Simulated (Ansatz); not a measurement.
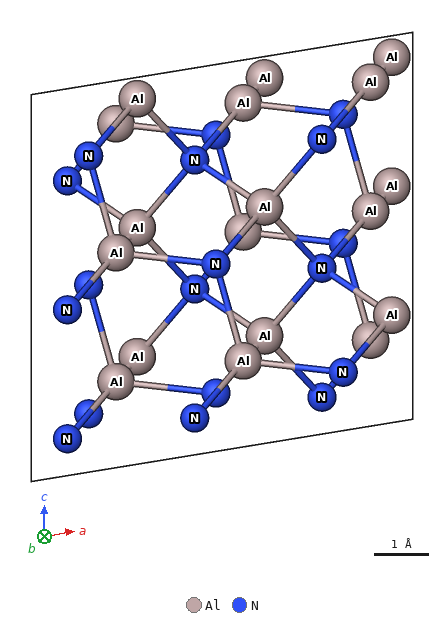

**Figure 1.** The input geometry (ball-and-stick view of the cell of the calculation, along the b axis). Near neighbours in the crystal (not all of them lie inside the picture): Al has 4 N at 1.90 to 1.91 Å; N has 4 Al at 1.90 to 1.91 Å.

Run report: AlN, single-point calculation

System: AlN (P6₃mc, 36 atoms in the cell).
Method: DFT PBE, scalar-relativistic, plane waves, PAW, no spin polarisation (Ansatz 0.2.0).

The structure derives from a Materials Project entry. It belongs to a series of runs on one base structure; here: the perfect crystal in a cell of 36 atoms.

### Output
```
Engine: ansatz 0.2.0, aarch64-unknown-linux-gnu
Pseudopotentials: kind: paw
Pseudopotential: Al, paw, valence charge 3, recommended cutoff 420 eV (normal), Al.paw.azcp
Pseudopotential: N, paw, valence charge 5, recommended cutoff 420 eV (normal), N.paw.azcp
Functional definition: PBE
  parameter kappa = 0.804
  parameter beta = 0.06672455060314922
  exchange = pbe_x(kappa = kappa, mu = beta*pi^2/3)
  correlation = pbe_c(beta = beta)
Crystal: 36 atoms, lattice volume = 383.222 Å³
Basis set: ecut = 420 eV, 7511 PW (Γ), exchange–correlation on 100×100×100 points (8 copies of the dense FFT grid, shifted against one another)
Bands: 108, of which v1, the nominal top of the filled ones, is band 72 counted from 1 (71 counted from 0)
Symmetry: 54 space group operations
Space group: P63mc (ITA 186), of the structure as read, at distance tolerance 7.3e-5 Å
k-points: 2 of 8 (time reversal used)
Non-local potential: Al, projectors of the file, l = 0: 2, l = 1: 2, l = 2: 1
Non-local potential: N, projectors of the file, l = 0: 2, l = 1: 2, l = 2: 1
PAW form: soft (Blöchl's): semilocal exchange-correlation on the pseudo side does not see the compensation charge
PAW one-centre angular grid: Al, 110 points (default); XC on 64 Gauss nodes
PAW one-centre angular grid: N, 110 points (default); XC on 64 Gauss nodes
Initial density: superposition of atomic densities (neutral atoms: chi_scale 0, normalization atom), corrected by the library's trained network
Initial wavefunctions: pseudopotential atomic-orbital guess
Functional: x = pbe(κ = 0.804, μ = 0.2195149727645171), c = pbe(β = 0.06672455060314922)
SCF iter   1: F=—  HF=-16636.562453 eV  |F-HF|=—  |Δ(HF+E_count)|=         —  Δρ=7.67e-4  dr2=8.93e-4  ethr=1.77e-3  ⟨swp⟩=6.0  Hψ=964  notcnv=0  defer=16
preconditioner: auto → Resta (q_TF=auto, 2.318 Å⁻¹)  ε∞=4.1  [insulator: Δε(μ)=5.214 eV  Ē_g=12.982 eV  σ=0.020 eV  W_gap=1.00  n_scr=86 (ndim 8)  ℏωp=22.8 eV  f_vac=0.000  D(μ)=0.00/eV (n_scr^D=0)  ε∞_Penn≈4.1]
SCF iter   2: F=—  HF=-16636.562582 eV  |F-HF|=—  |Δ(HF+E_count)|=   1.28e-4  Δρ=4.29e-4  dr2=2.66e-4  ethr=6.20e-7  ⟨swp⟩=2.0  Hψ=394  notcnv=0  defer=44
SCF iter   3: F=—  HF=-16636.563431 eV  |F-HF|=—  |Δ(HF+E_count)|=   8.49e-4  Δρ=5.56e-5  dr2=6.95e-6  ethr=1.85e-7  ⟨swp⟩=2.0  Hψ=297  notcnv=0  defer=44
SCF iter   4: F=—  HF=-16636.563503 eV  |F-HF|=—  |Δ(HF+E_count)|=   7.12e-5  Δρ=2.09e-5  dr2=1.63e-6  ethr=4.83e-9  ⟨swp⟩=2.0  Hψ=297  notcnv=0  defer=44
SCF iter   5: F=—  HF=-16636.563503 eV  |F-HF|=—  |Δ(HF+E_count)|=   2.09e-7  Δρ=1.16e-5  dr2=3.82e-7  ethr=1.13e-9  ⟨swp⟩=2.0  Hψ=299  notcnv=0  defer=44
SCF iter   6: F=-16636.563503 eV  HF=-16636.563503 eV  |F-HF|=1.50e-9  |Δ(HF+E_count)|=   2.13e-8  Δρ=2.93e-6  dr2=2.20e-8  ethr=6.94e-11  ⟨swp⟩=17.0  Hψ=1577  notcnv=0
SCF 1 converged in 6 iterations: F = -16636.563503 eV  dr2 = 2.20e-8
  greatest PAW one-centre occupation: 0.787 electrons in one spin orbital (limit 2), on the N atom at site 26 (counted from 0), in its partial waves of l = 0
```

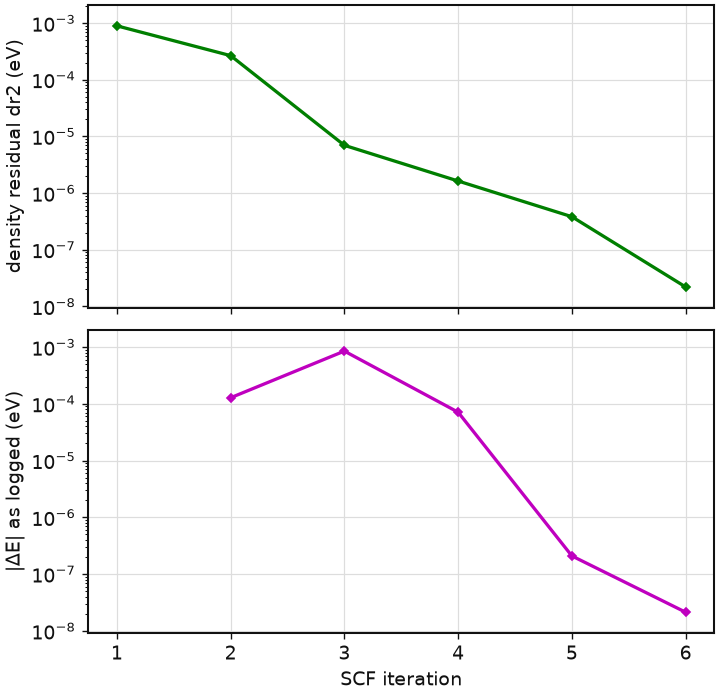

**Figure 2.** Convergence of the self-consistent field: density residual dr2 and size of the energy change against the SCF iteration. The residual falls at every step.

```
SCF converged after 6 iterations
Free energy (F): -16636.563503 eV
Harris-Foulkes:  -16636.563503 eV  (|F-HF|=1.50e-9)
Internal energy: -16636.563503 eV  (E = F + TS)
E sigma→0 (E₀):  -16636.563503 eV
Fermi energy:    9.339762 eV
--- Per-component energies (eV) ---
  E_band       = 250.793558
  E_kinetic    = 2855.969143
  E_local      = -4064.602261  (includes V_loc(G=0)·N_el)
  E_nonlocal   = 994.546471
  E_hartree    = 1409.872528
  E_xc         = -1829.262272
  E_vxc        = -1938.435829  (∫ρ·V_xc dr)
  E_paw        = -10710.615469  (= ΣΔE_a)
  E_vpaw       = -416.423178  (= ΣTr[D̂ρ^β])
  E_aug_tail   = 0.001758  (compensation charges beyond the density's cutoff)
  E_ewald      = -5292.473402
  E_smearing   = -0.000000  (= −TS)
  E_closure    = -0.000000  (closes the sum)
  Σ components = -16636.563503   (vs F -16636.563503, Δ=0.00e0)
--- Forces (eV/Å), atoms counted from 1 ---
  atom   1  Al     0.00000000    -0.00000000    -0.00133466
  atom   2  Al     0.00000000    -0.00000000    -0.00133466
  atom   3  Al     0.00000000    -0.00000000    -0.00133466
  atom   4  Al     0.00000000    -0.00000000    -0.00133466
  atom   5  Al     0.00000000    -0.00000000    -0.00133466
  atom   6  Al     0.00000000    -0.00000000    -0.00133466
  atom   7  Al     0.00000000    -0.00000000    -0.00133466
  atom   8  Al     0.00000000    -0.00000000    -0.00133466
  atom   9  Al    -0.00000000    -0.00000000    -0.00133466
  atom  10  Al     0.00000000    -0.00000000    -0.00199169
  atom  11  Al     0.00000000    -0.00000000    -0.00199169
  atom  12  Al     0.00000000    -0.00000000    -0.00199169
  atom  13  Al     0.00000000    -0.00000000    -0.00199169
  atom  14  Al     0.00000000    -0.00000000    -0.00199169
  atom  15  Al    -0.00000000    -0.00000000    -0.00199169
  atom  16  Al    -0.00000000    -0.00000000    -0.00199169
  atom  17  Al     0.00000000    -0.00000000    -0.00199169
  atom  18  Al    -0.00000000    -0.00000000    -0.00199169
  atom  19  N      0.00000000     0.00000000     0.00246755
  atom  20  N      0.00000000     0.00000000     0.00246755
  atom  21  N      0.00000000     0.00000000     0.00246755
  atom  22  N      0.00000000     0.00000000     0.00246755
  atom  23  N     -0.00000000     0.00000000     0.00246755
  atom  24  N      0.00000000     0.00000000     0.00246755
  atom  25  N      0.00000000     0.00000000     0.00246755
  atom  26  N      0.00000000     0.00000000     0.00246755
  atom  27  N     -0.00000000     0.00000000     0.00246755
  atom  28  N      0.00000000     0.00000000     0.00084904
  atom  29  N      0.00000000     0.00000000     0.00084904
  atom  30  N      0.00000000     0.00000000     0.00084904
  atom  31  N     -0.00000000     0.00000000     0.00084904
  atom  32  N     -0.00000000     0.00000000     0.00084904
  atom  33  N      0.00000000     0.00000000     0.00084904
  atom  34  N      0.00000000     0.00000000     0.00084904
  atom  35  N      0.00000000     0.00000000     0.00084904
  atom  36  N     -0.00000000     0.00000000     0.00084904
  max |Σ_I F_I| component: 8.78e-5 eV/Å
--- Stress (GPa, compression-positive) ---
        0.016355       0.000000       0.000000
        0.000000       0.016355      -0.000000
       -0.000000      -0.000000       0.013440
  P = ⅓ Tr σ = 0.0154 GPa (0.154 kbar)
--- Band table (eV) ---
  k-point 0: bands = ["-7.8806", "-6.8815", "-6.8815", "-6.8815", "-6.4490", "-6.4420", "-6.4420", "-6.4420", "-6.0890", "-6.0890", "-6.0890", "-5.6647", "-5.6647", "-5.6646", "-5.6646", "-5.5538", "-5.5538", "-5.5538", "1.8235", "2.1045", "2.1045", "2.1045", "2.2865", "2.2865", "2.2865", "2.4643", "2.4643", "2.4643", "2.4766", "2.4766", "2.5611", "2.5611", "2.5611", "2.5611", "2.8606", "2.8606", "2.8606", "3.6224", "3.6224", "3.6224", "4.0589", "4.0589", "4.9519", "4.9519", "4.9519", "5.1557", "5.1557", "5.1557", "5.4857", "5.4857", "5.4857", "5.4857", "5.5516", "5.5516", "5.5516", "5.7413", "5.7862", "5.7862", "5.7862", "5.8746", "5.8746", "5.8746", "6.1191", "6.1191", "6.1191", "6.1908", "6.1908", "6.3767", "6.3767", "6.3767", "6.6433", "6.6433", "11.9482", "12.5578", "12.5578", "12.5578", "12.8113", "12.8113", "12.9823", "12.9823", "12.9823", "13.0874", "13.0874", "13.0874", "13.5614", "13.5614", "13.5614", "13.5712", "14.9312", "14.9312", "14.9312", "15.0695", "15.0695", "15.4765", "15.4765", "15.4765", "15.4765", "16.0645", "16.0645", "16.0645", "16.6970", "16.6970", "16.6970", "17.0666", "17.0713", "17.0713", "17.0713", "17.9513"]
  k-point 1: bands = ["-7.7479", "-7.1884", "-6.9697", "-6.9697", "-6.7091", "-6.2573", "-6.2573", "-6.0933", "-5.9655", "-5.9655", "-5.8965", "-5.8697", "-5.8697", "-5.7551", "-5.7551", "-5.6119", "-5.4820", "-5.4820", "1.3420", "1.5324", "1.7834", "1.7834", "2.0143", "2.0143", "2.0252", "2.0252", "2.1632", "2.3217", "2.3217", "2.9254", "2.9254", "2.9716", "3.3931", "3.3931", "3.6706", "3.6706", "3.9459", "4.1695", "4.1695", "4.2127", "4.2127", "4.2642", "4.2642", "4.4183", "4.5954", "4.5954", "4.7200", "5.0564", "5.0564", "5.0635", "5.3929", "5.4042", "5.4151", "5.4151", "5.6005", "5.6005", "5.6509", "5.6509", "5.7319", "5.7661", "5.8308", "5.8308", "5.9065", "6.0228", "6.0396", "6.1385", "6.1385", "6.2820", "6.4037", "6.4037", "6.6423", "6.7312", "11.9583", "12.3197", "12.6960", "12.6960", "12.7915", "12.8869", "12.8869", "13.3719", "13.4045", "13.4045", "13.4182", "13.4182", "14.0806", "14.0806", "14.0991", "14.1267", "14.1267", "14.5380", "15.4864", "15.4864", "15.7530", "15.7530", "15.8865", "15.8865", "15.9063", "15.9793", "16.0991", "16.0991", "16.1425", "16.2430", "16.3660", "16.3660", "16.4100", "16.6053", "16.7723", "16.7723"]
```

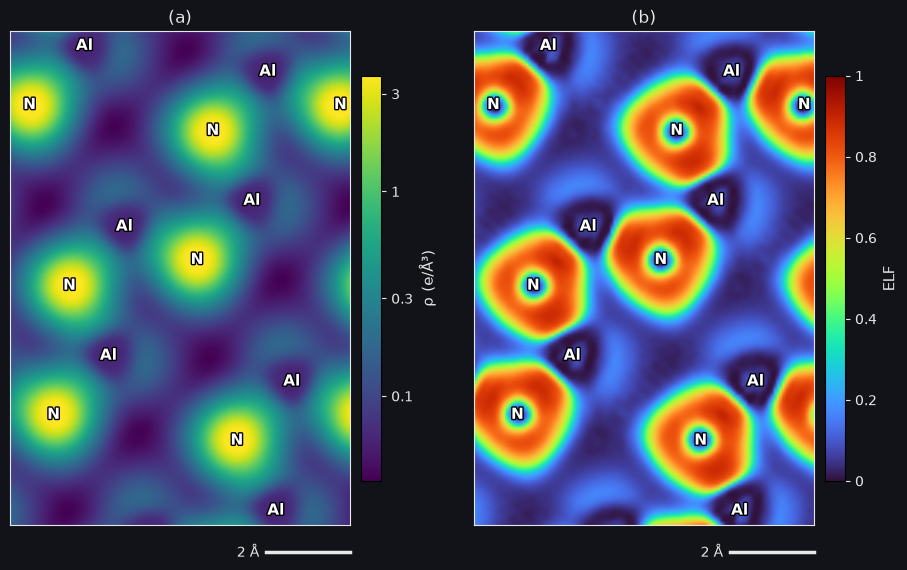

**Figure 3.** (a) valence charge density (pseudo); (b) ELF on the (11̄0) plane of the calculation cell. Away from the nuclei the density in this plane falls to 0.04 e/Å³ at its lowest. Core electrons are frozen (PAW), so the fields are smoothed inside the atomic spheres.

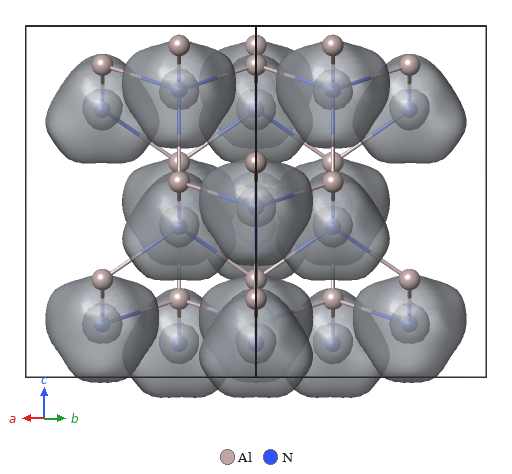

**Figure 4.** Isosurface of the ELF at 0.65 (grey), seen along [110]. Only the valence region is drawn (cores and ρ < 0.01 e/Å³ removed). Sticks mark near contacts. The outline is the calculation cell. Profiles from the grid: Al–N (1.90 Å): the ELF is about 0.85 at the midpoint.

This output came from the following input.

### Input
```yaml
crystal:
  lattice:
    - [4.6953054387, -2.710835859, -5.0180193796]
    - [-4.6953054387, -2.710835859, -5.0180193796]
    - [0.0, 5.4216717179, -5.0180193796]
  atoms:
    - { symbol: Al, position: [0.2780327949, 0.2780327949, 0.9446994615] }
    - { symbol: Al, position: [0.9446994615, 0.2780327949, 0.2780327949] }
    - { symbol: Al, position: [0.6113661282, 0.9446994615, 0.9446994615] }
    - { symbol: Al, position: [0.6113661282, 0.2780327949, 0.6113661282] }
    - { symbol: Al, position: [0.2780327949, 0.9446994615, 0.2780327949] }
    - { symbol: Al, position: [0.9446994615, 0.6113661282, 0.9446994615] }
    - { symbol: Al, position: [0.9446994615, 0.9446994615, 0.6113661282] }
    - { symbol: Al, position: [0.6113661282, 0.6113661282, 0.2780327949] }
    - { symbol: Al, position: [0.2780327949, 0.6113661282, 0.6113661282] }
    - { symbol: Al, position: [0.889143906, 0.2224772393, 0.889143906] }
    - { symbol: Al, position: [0.5558105727, 0.2224772393, 0.2224772393] }
    - { symbol: Al, position: [0.2224772393, 0.889143906, 0.889143906] }
    - { symbol: Al, position: [0.2224772393, 0.2224772393, 0.5558105727] }
    - { symbol: Al, position: [0.889143906, 0.889143906, 0.2224772393] }
    - { symbol: Al, position: [0.5558105727, 0.5558105727, 0.889143906] }
    - { symbol: Al, position: [0.5558105727, 0.889143906, 0.5558105727] }
    - { symbol: Al, position: [0.2224772393, 0.5558105727, 0.2224772393] }
    - { symbol: Al, position: [0.889143906, 0.5558105727, 0.5558105727] }
    - { symbol: "N", position: [0.150856094, 0.150856094, 0.8175227607] }
    - { symbol: "N", position: [0.8175227607, 0.150856094, 0.150856094] }
    - { symbol: "N", position: [0.4841894273, 0.8175227607, 0.8175227607] }
    - { symbol: "N", position: [0.4841894273, 0.150856094, 0.4841894273] }
    - { symbol: "N", position: [0.150856094, 0.8175227607, 0.150856094] }
    - { symbol: "N", position: [0.8175227607, 0.4841894273, 0.8175227607] }
    - { symbol: "N", position: [0.8175227607, 0.8175227607, 0.4841894273] }
    - { symbol: "N", position: [0.4841894273, 0.4841894273, 0.150856094] }
    - { symbol: "N", position: [0.150856094, 0.4841894273, 0.4841894273] }
    - { symbol: "N", position: [0.0953005385, 0.4286338718, 0.0953005385] }
    - { symbol: "N", position: [0.7619672051, 0.4286338718, 0.4286338718] }
    - { symbol: "N", position: [0.4286338718, 0.0953005385, 0.0953005385] }
    - { symbol: "N", position: [0.4286338718, 0.4286338718, 0.7619672051] }
    - { symbol: "N", position: [0.0953005385, 0.0953005385, 0.4286338718] }
    - { symbol: "N", position: [0.7619672051, 0.7619672051, 0.0953005385] }
    - { symbol: "N", position: [0.7619672051, 0.0953005385, 0.7619672051] }
    - { symbol: "N", position: [0.4286338718, 0.7619672051, 0.4286338718] }
    - { symbol: "N", position: [0.0953005385, 0.7619672051, 0.7619672051] }
basis:
  ecutwfc: 420
  xc_grid: 2
kpoints:
  mp_grid: { grid: [2, 2, 2], shift: [0.5, 0.5, 0.5] }
hamiltonian:
  xc: pbe
scf:
  occupations: { method: gaussian, width: 0.02 }
output:
  forces: true
  stress: true
  eigenvalues: true
  write_density: true
  write_potential: true
  elf: true
  volumetric_format: npy
```

Launched with:
```bash
ansatz run input.yaml --threads 8 --pin off --max-ram 16384MiB --backend cpu --events-out ev --progress --plain --runs-dir out
```

### Summary

- outcome: converged
- space group (tolerance 0.01 Å): P6₃mc (186)
- electrons treated: 144
- free energy: −16636.5635 eV
- Fermi energy: 9.340 eV
- gap on the k-point mesh: 5.22 eV
- pressure: 0.02 GPa
- largest force (length of the vector): 0.002 eV/Å
- hardware: 8 threads of Arm Neoverse V1, 24 GiB of memory available, shared host
- wall time: 2.8 s (CPU time 16 s)
- peak memory: 0.7 GiB
